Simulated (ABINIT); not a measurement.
GaP (F-43m): refractive index against wavelength

The refractive index of GaP (F-43m) below the direct gap (1.82 eV on the mesh) is read from one computed spectrum, n = √(Re ε).

Cell: a, b, c = 3.854, 3.854, 3.854 Å (primitive vectors), 2 atoms.

Method: ABINIT 10.8.3, PBE, independent particles, k-mesh 11×11×11, Lorentzian half width 0.05 eV.

Launch of the response step: `optic optic.abi`. The run took 56 s, its band step included, on 4 threads of Intel(R) Xeon(R) Platinum 8488C (Sapphire Rapids), on a shared host.

```tsv
wavelength (nm)	photon energy E (eV)	n
3000	0.413	3.3383
2000	0.620	3.3598
1550	0.800	?
1310	0.946	3.4149
1064	1.165	3.4701
```

In the single-oscillator model n² − 1 = E₀E_d/(E₀² − E²), so 1/(n² − 1) = E₀/E_d − E²/(E₀E_d) is linear in E².

Working, on the rows shown:

| x = E² (eV²) | y = 1/(n² − 1) |
| --- | --- |
| 0.170801 | 0.098578 |
| 0.384302 | 0.0971982 |
| 0.895757 | 0.0937951 |
| 1.35784 | 0.0905666 |

Means: x̄ = 0.70218, ȳ = 0.095034. Σ(x − x̄)(y − ȳ) = -0.00574, Σ(x − x̄)² = 0.8508. Slope = -0.00574 / 0.8508 = -0.006747; intercept = ȳ − slope · x̄ = 0.099772. Turned back into n, the line misses the rows shown by at most 0.0011.

Fill in the last column of the withheld row.

At x = 0.63984 the line gives y = 0.095455, that is 3.3876. The run gave 3.3867, so the interpolation is off by 0.00094, 0.7 % of the range in the table.

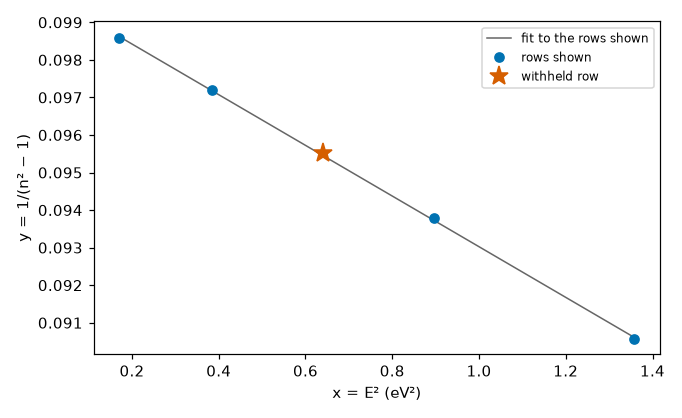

Refitted with all rows, the slope is -0.00675 and the intercept 0.099786. These give E₀ = √(intercept/−slope) = 3.84 eV and E_d = E₀/intercept = 38.5 eV; E₀ is 2.1 times the direct gap. The electronic limit at long wavelengths, without lattice vibrations, is n = √(1 + 1/intercept) = 3.320. Excitons are left out and so are local fields; PBE gaps are as a rule too small. The values come from a sum over the points of one k-mesh and carry its error, which grows as the direct gap shrinks. Spin-orbit coupling is left out.

[Logs are printed without paths, hosts, clocks, repeated set-up lines and the standing remarks that a program may print on its own settings, such as how far it seeks lower states.]
